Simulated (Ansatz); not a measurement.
System: SiO₂.

```xyz
6
Lattice="4.2360 0.0000 0.0000 0.0000 4.2360 0.0000 0.0000 0.0000 2.6906" Properties=species:S:1:pos:R:3 pbc="T T T"
Si    0.0000    0.0000    0.0000
Si    2.1180    2.1180    1.3453
O     1.3003    1.3003    0.0000
O     0.8177    3.4183    1.3453
O     2.9357    2.9357    0.0000
O     3.4183    0.8177    1.3453
```

Space group P4₂/mnm.

These are results of DFT PBE, scalar-relativistic, plane waves, PAW (Ansatz 0.2.0), not measurements.

What can the converged valence pseudo-density and electron localisation function tell about the bonding?

Answer. Si–O (1.77 Å): ρ at the midpoint is about 0.93 e/Å³; the ELF peaks at about 0.85 between the atoms.
Si–O (1.84 Å): the density is about 0.79 e/Å³ at the midpoint; the ELF peaks at about 0.85 between the atoms.

Does the calculation give a band gap?

Answer. It is gapped, with a Kohn–Sham gap of 5.0 eV on the k-point mesh, an upper bound to the gap of this method.

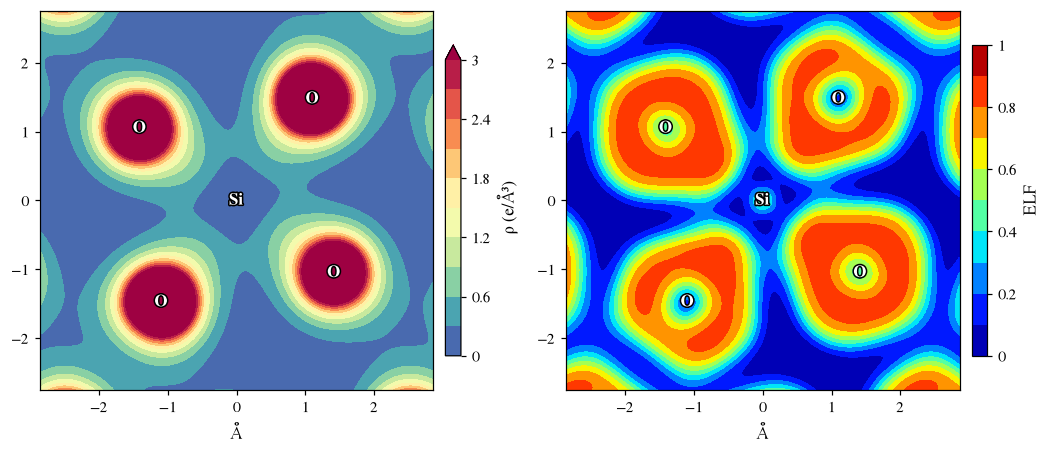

Computed valence pseudo-density and electron localisation function on the (111) plane of the conventional cell, in this order. 

The density is the valence pseudo-density of a PAW calculation; it isn't the true density close to the nuclei.
